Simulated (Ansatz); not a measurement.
System: a (001) slab cut from Ge (P6_3/mmc), of composition NiGe₈ (not the bulk's), ended by Ge planes, 9 atoms in the cell. Starting structure of the relaxation:

```xyz
9
Lattice="3.9970 0.0000 0.0000 -1.9985 3.4615 0.0000 0.0000 0.0000 29.7245" Properties=species:S:1:pos:R:3 pbc="T T T"
Ge    0.0000    2.3077    8.5000
Ge    1.9985    1.1538    9.3300
Ge    1.9985    1.1538   11.7982
Ge    0.0000    2.3077   12.6282
Ge    0.0000    2.3077   15.0804
Ge    1.9985    1.1538   15.9301
Ge    1.9985    1.1538   18.4298
Ge    0.0000    2.3077   19.2323
Ni    0.0000    0.0000   20.0323
```

Level of theory: DFT PBEsol, scalar-relativistic, plane waves, PAW, spin-polarised, 9×9×1 k mesh, 420 eV cutoff, Gaussian smearing of 0.1 eV; code Ansatz 0.2.0.

What does the potential across the slab give for the work function?

The work function is 4.92 eV at the right face and 4.68 eV at the left. The vacuum levels differ by 0.23 eV, so the slab carries a dipole along its normal. Some atoms were held fixed in the relaxation, which can itself make the faces differ. The outermost atoms are 11.4 Å apart, which leaves 18.3 Å of vacuum in a cell 29.7 Å high.

The run may have settled in a state above the lowest, so this need not be the ground state. Some starting moments didn't survive the run.

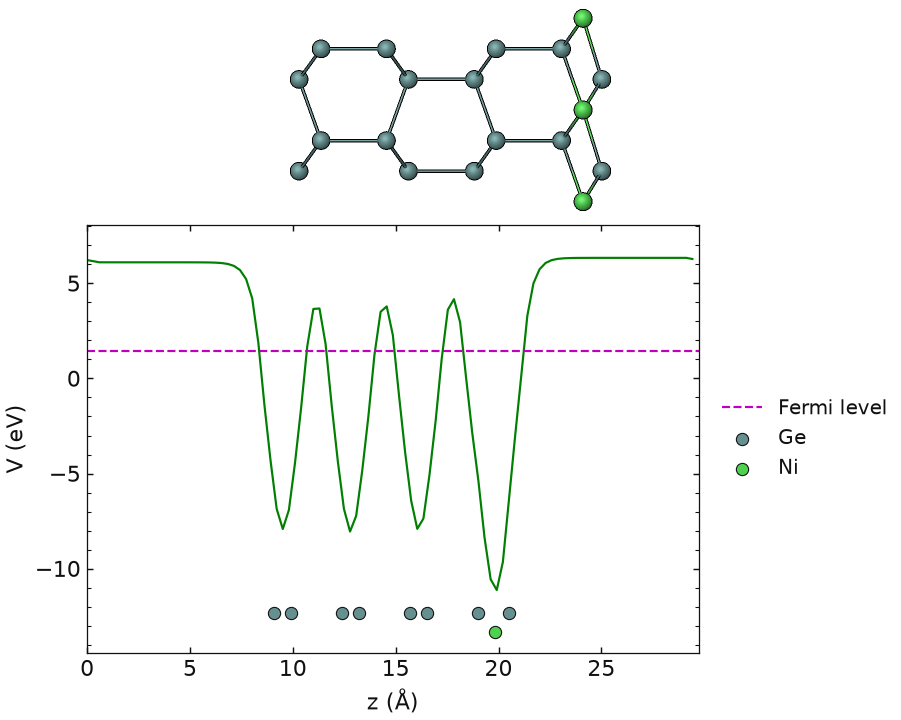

Plane-averaged electrostatic potential energy of an electron across the slab; circles at the bottom mark the heights of the atoms (positions after relaxation). The structure is drawn too.
